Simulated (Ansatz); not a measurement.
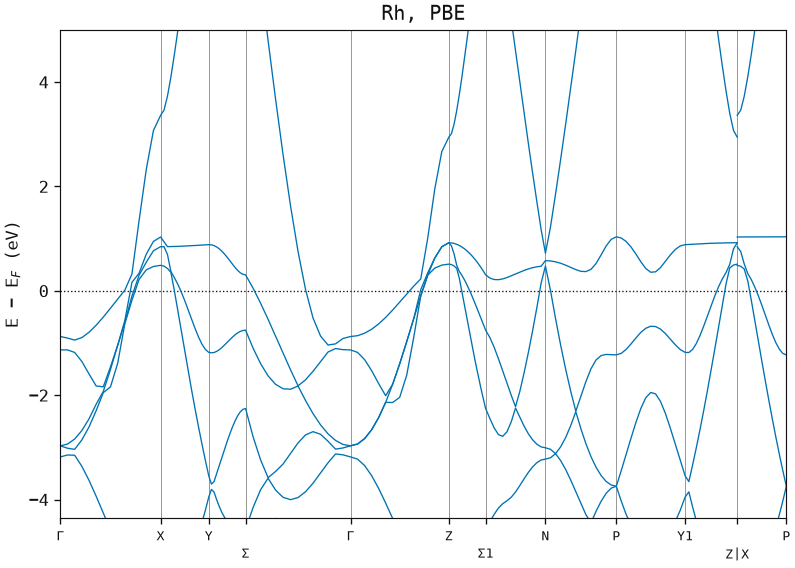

Band structure. Energies are counted from the Fermi level.

Q: Which Bravais lattice do the labels of the path belong to?

A: A body-centred tetragonal lattice: the path Γ–X–Y–Σ–Γ–Z–Σ1–N–P–Y1–Z|X–P runs through the special points of its Brillouin zone.

This input was run:

```yaml
crystal:
  lattice:
    - [0.0, 1.89785, 1.935807]
    - [1.89785, 0.0, 1.935807]
    - [1.89785, 1.89785, 0.0]
  atoms:
    - { symbol: Rh, position: [0.0, 0.0, 0.0] }
hamiltonian:
  xc: pbe
  pseudopotentials: { kind: paw }
kpoints:
  mp_grid: { grid: [10, 10, 10] }
  band_path:
    path:
      - [[0.0, 0.0, 0.0], [-0.5, 0.0, -0.5], [-0.5, -0.2402921953, -0.7402921953], [-0.3701460977, -0.3701460977, -0.7402921953], [0.0, 0.0, 0.0], [0.5, 0.5, 0.0], [0.3701460977, 0.3701460977, -0.2597078047], [0.0, 0.0, -0.5], [-0.25, 0.25, -0.5], [0.2402921953, 0.5, -0.2597078047], [0.5, 0.5, 0.0]]
      - [[-0.5, 0.0, -0.5], [-0.25, 0.25, -0.5]]
    npoints: 14
scf:
  occupations: { method: fermi_dirac, width: 0.05 }
  n_extra_bands: 6
output:
  forces: true
  stress: true
  eigenvalues: true
  fatbands: false
```

System: Rh, space group I4/mmm (No. 139), 1 atom in the primitive cell.

Ansatz; PBE, Ansatz PAW, no spin polarisation, no spin-orbit coupling, 10×10×10 k mesh, 420 eV cutoff, Fermi-Dirac smearing of 0.05 eV.

Q: Does this material conduct, going by its bands?

A: A metal: 4 bands cross the Fermi level along this path.

The k mesh is thin for a metal, so its Fermi level is uncertain. The cell is under a strain of +2 % (uniaxial). In reduced coordinates of the cell that was run, X is (−0.5, 0, −0.5), Y is (−0.5, −0.24, −0.74), Σ is (−0.37, −0.37, −0.74), Z is (0.5, 0.5, 0), Σ1 is (0.37, 0.37, −0.26), N is (0, 0, −0.5), P is (−0.25, 0.25, −0.5) and Y1 is (0.24, 0.5, −0.26).
